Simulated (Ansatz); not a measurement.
System: Ni₂O, space group Fm-3m (No. 225) (one of a set of cubic test structures, which need not be the stable phase).

Computed with Ansatz 0.2.0 development build: equation of state of a cubic crystal from periodic Kohn-Sham density functional theory without spin, third-order Birch-Murnaghan fit to the free energies; pressure corrected for the finite basis. Level: PBE.

| setting | value |
| --- | --- |
| structure type | antifluorite |
| atoms in cell | 3 |
| space group number | 225 |
| lattice centring | face-centred primitive |
| k mesh | 19×19×19 |
| occupation method | Fermi–Dirac |
| occupation width | 0.06123 eV |
| wave cutoff | 420 eV |
| datasets | soft-1 PAW |
| density tolerance | 1e−07 eV |
| bands | 25 |
| density cutoff ratio | 4 |
| search for lower states | default |

Describe the result: the energy above the lowest point against volume. The volume takes the values 9.91, 10.12, 10.34, 10.55, 10.76, 10.97, 11.18 Å³/atom.

A third-order Birch–Murnaghan fit gives V0 = 10.55 Å³/atom, B0 = 153 GPa and B′ = 4.7. The energy above the lowest point is 20.7 meV/atom at volume 9.91 Å³/atom and 15.9 meV/atom at 11.18 Å³/atom; the lowest computed point is at volume 10.55 Å³/atom (0.0 meV/atom), and no other minimum shows.

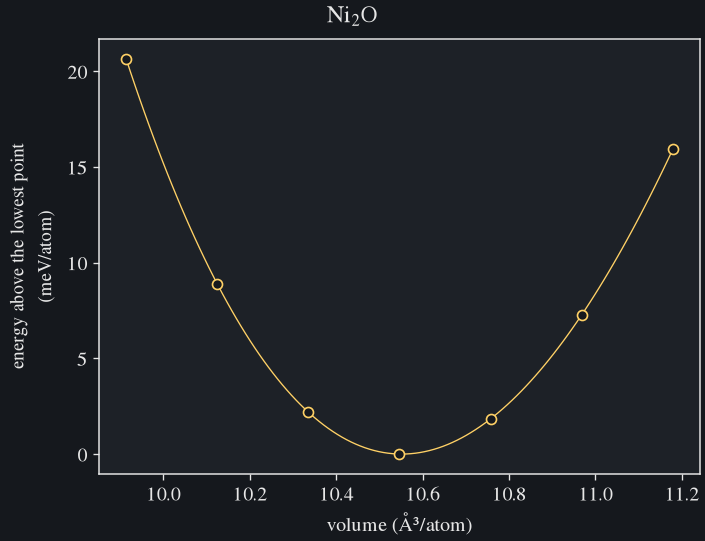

Caveats: cubic model structure, not the ambient form; no spin polarisation, a magnetic state may lie lower.
